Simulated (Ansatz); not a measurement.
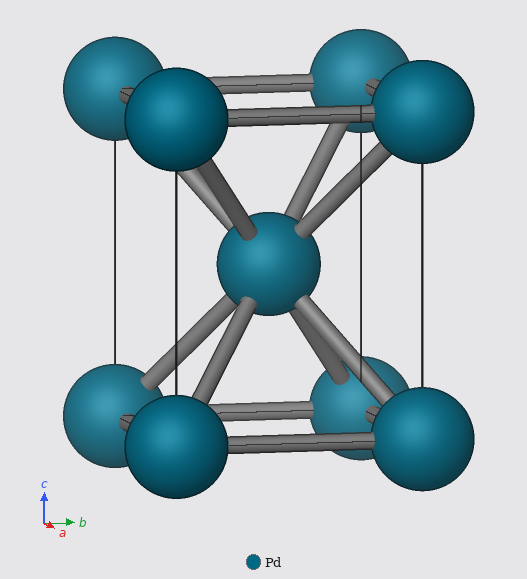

The image is a ball-and-stick drawing of a crystal, viewed slightly off an axis. The conventional unit cell is outlined; an atom on or near a face, edge or corner is repeated at each equivalent position. Cell: a = 2.829 Å, b = 2.829 Å, c = 3.680 Å, α = 90.00°, β = 90.00°, γ = 90.00°.

Caption:

The element is palladium. Space group I4/mmm (No. 139), lattice body-centred tetragonal. The cell holds two atoms. Around each Pd lie twelve Pd in a cuboctahedral arrangement at about 2.7 to 2.8 Å. The bonds build a three-dimensional framework.

The cell started as a structure listed in the Materials Project. The cell was then strained or its atoms displaced on purpose. It went into a calculation with Ansatz.
